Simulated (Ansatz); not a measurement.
Consider PbS.

Input file:

```
crystal:
  lattice:
    - [0.0, 2.9853913009, 2.9853913009]
    - [2.9853913009, 0.0, 2.9853913009]
    - [2.9853913009, 2.9853913009, 0.0]
  atoms:
    - { symbol: Pb, position: [0.0, 0.0, 0.0] }
    - { symbol: S, position: [0.5, 0.5, 0.5] }
hamiltonian:
  xc: hf
  pseudopotentials: { kind: paw }
kpoints:
  mp_grid: { grid: [4, 4, 4] }
scf:
  occupations: { method: fermi_dirac, width: 0.05 }
output:
  forces: true
  stress: true
  eigenvalues: true
  write_density: true
  write_potential: true
  elf: true
  volumetric_format: npy
```

Launched as:

```sh
ansatz run input.yaml --threads 2 --pin off --max-ram 5632MiB --backend cpu --events-out ev --progress --plain --runs-dir out
```

Below, planes, directions and counts refer to the conventional cell (a = 5.97 Å, b = 5.97 Å, c = 5.97 Å, α = 90.00°, β = 90.00°, γ = 90.00°).

Space group Fm-3m; computed pressure about 7 GPa in this cell.

Level of theory: Ansatz, Kohn-Sham DFT of a periodic cell, HF, Ansatz PAW.

Question: What will maps of the valence pseudo-density and electron localisation function show?

Answer: Pb–S (2.99 Å): the density is about 0.21 e/Å³ at the midpoint; the ELF peaks at about 0.85 in the valence shell of S, 0.9 Å from its nucleus, and drops to about 0.15 between the two atoms.

Question: Does the calculation make it a metal, or give it a gap?

Answer: It is gapped, with a Kohn–Sham gap of 5.4 eV on the k-point mesh, an upper bound to the gap of this method.

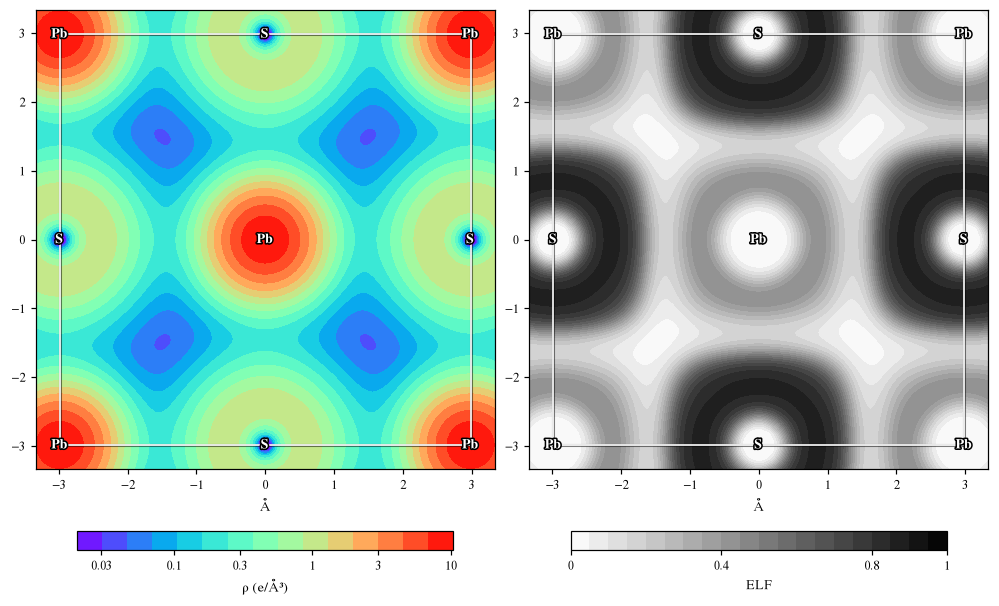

Computed valence pseudo-density and electron localisation function on the (001) plane of the conventional cell, in this order. 

The density is the valence pseudo-density of a PAW calculation; it isn't the true density close to the nuclei.
